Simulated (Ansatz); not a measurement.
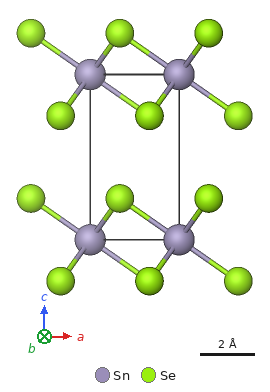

Solid SnSe$_{2}$ (set up in P-3m1) (coarse preliminary run), before the relaxation. Style: ball-and-stick. Shown: the cell of the calculation, along the b axis.

All numbers below come from DFT PBE+D3(BJ), scalar-relativistic, plane waves, PAW in Ansatz 0.2.0.

Input
```yaml
crystal:
  lattice:
    - [3.8109987816, 0.0, 0.0]
    - [-1.9054993908, 3.3004217586, 0.0]
    - [0.0, 0.0, 6.137]
  atoms:
    - { symbol: Sn, position: [0.0, 0.0, 0.0] }
    - { symbol: Se, position: [0.3333333333, 0.6666666667, 0.25] }
    - { symbol: Se, position: [0.6666666667, 0.3333333333, 0.75] }
basis:
  ecutwfc: 420
kpoints:
  mp_grid: { grid: [6, 6, 4] }
hamiltonian:
  xc: pbe
  dispersion: d3bj
scf:
  occupations: { method: gaussian, width: 0.1 }
output:
  forces: true
  stress: true
  eigenvalues: true
relax:
  adjacent_minimum: "off"
  f_tol: 0.05
  max_steps: 80
  cell: { stress_tol: 0.5 }
```

Run as
```bash
ansatz run input.yaml --threads 4 --pin off --max-ram 10240MiB --backend cpu --events-out ev --progress --plain --runs-dir out
```

Predict the outcome.

The largest moves relative to the cell, 0.088 Å, are those of Se2 and Se3. Se2 goes along +c. Sn stays in place. The volume changes by −0.3 %, with a = b 3.811 → 3.840 Å (+0.8 %), c 6.137 → 6.023 Å (−1.9 %). Some distances before and after: Sn1–Se2 2.682 → 2.731 Å. The space group stays P-3m1 (No. 164). After 2 accepted moves (4 points after the start) the energy has fallen by 54.7 meV per cell of the calculation. Largest force component: 0.72 eV/Å at the start, 0.014 eV/Å at the end. The pressure goes from 2.99 to −0.04 GPa. The line search rejected the trial step at point 1 of the run. The SCF was repeated once at an unchanged geometry on a basis and grid sized afresh for the cell, which shifted the energy by less than 0.05 meV per cell of the calculation at most. Cost: 6.6 s on 4 threads of Intel(R) Xeon(R) Platinum 8488C (Sapphire Rapids) (shared host), peak memory 0.47 GiB.

After the run, drawn alike:

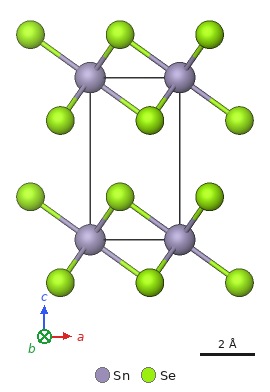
